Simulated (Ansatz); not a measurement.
The structure in question:

```
Al N
1.0
     4.07046    0.00000    0.00000
     0.00000    4.07046    0.00000
     0.00000    0.00000    4.07046
Al N
4 4
Direct
  0.50000 0.00000 0.00000
  0.50000 0.50000 0.50000
  0.00000 0.00000 0.50000
  0.00000 0.50000 0.00000
  0.00000 0.00000 0.00000
  0.00000 0.50000 0.50000
  0.50000 0.00000 0.50000
  0.50000 0.50000 0.00000
```

What would you see if this were drawn?

The solid is AlN. The symmetry is that of Fm-3m (No. 225), on a face-centred cubic lattice. The prototype is rock salt (NaCl type). The cell holds 8 atoms (4 Al, 4 N), Z = 4. About every Al there are six N in an octahedral arrangement at 2.04 Å. Around each N lie six Al in an octahedral arrangement at 2.04 Å. The bonds build a three-dimensional framework.

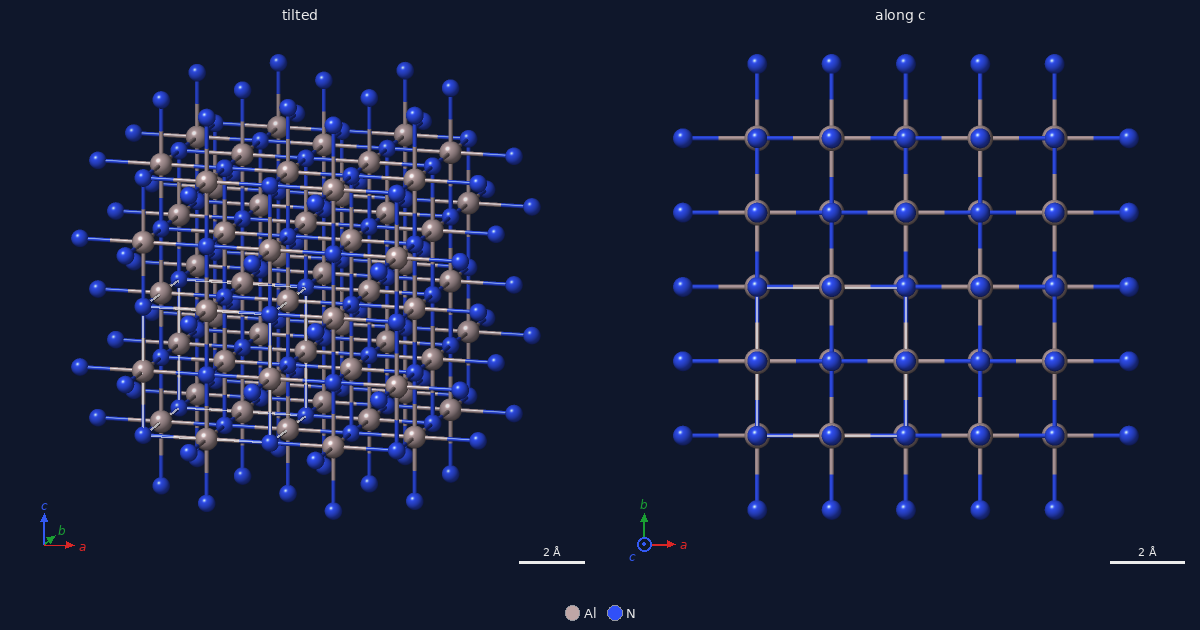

Shown here is a ball-and-stick view of the crystal, taken slightly off an axis and along the c axis. The conventional unit cell (solid box) is repeated to 2×2×2 cells. Some neighbours outside the box are added.

Its origin is a structure listed in the Materials Project. The final geometry of a relaxation with DFT PBE, scalar-relativistic, plane waves, PAW (Ansatz) is shown.
